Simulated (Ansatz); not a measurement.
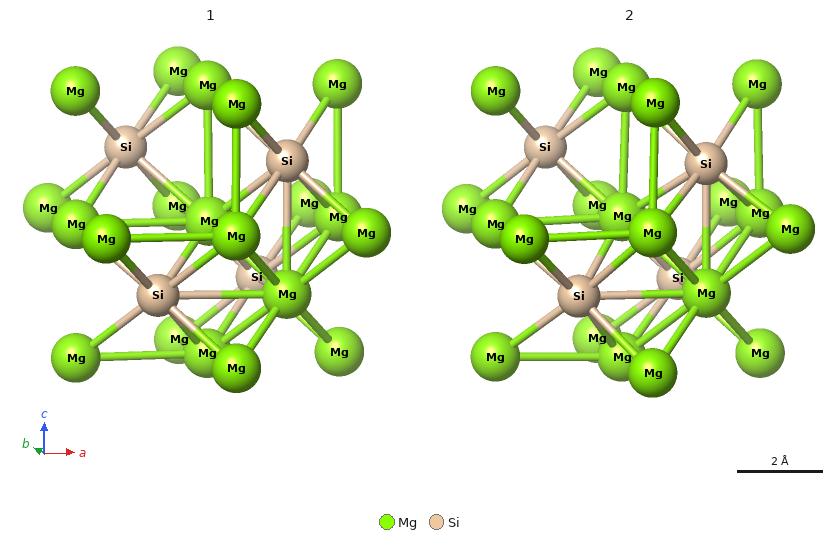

Two geometries of a defect cell of composition Mg65Si32 (cell charge +1), drawn at one scale. One is the start of a relaxation, the other its converged end. A ball-and-stick model of the atoms within 5.0 Å of the atom that moves most (axes of the cell of the calculation (origin shifted)), seen slightly off an axis.

Theory: DFT, PBEsol, PAW, plane waves in Ansatz. Settings: plane-wave cutoff 420 eV; k-point mesh 1 × 1 × 1; mesh shifted by (0.25, 0.25, 0.25); collinear spin; atoms relaxed in a fixed cell; force threshold 0.03 eV/Å; at most 80 steps.

Which of the two is the end point?

Answer. Structure 2 is the relaxed one. The atoms of the start lie slightly off their symmetric places, so part of the fall in energy undoes that. The energy falls by 1.020 eV per cell of the calculation in 3 geometry steps. Largest force component: 0.86 eV/Å at the start, 0.022 eV/Å at the end. The atom that moves furthest is a Mg atom (0.18 Å along [−3 2 2]). By element the largest moves are Mg 0.18 Å, Si 0.11 Å. The cell doesn't change. Some distances before and after: Mg–Mg 2.704 → 2.894 Å, Mg–Si 2.814 → 2.631 Å, Mg–Mg 2.723 → 2.891 Å, Mg–Mg 3.231 → 3.085 Å. The run took 5.3 s on 1 × NVIDIA GB200 with 8 threads of Arm Neoverse-V2, peak memory 2.2 GiB.

Limits of the set-up: the cell is charged, on a uniform background, and energies carry no finite-size correction.
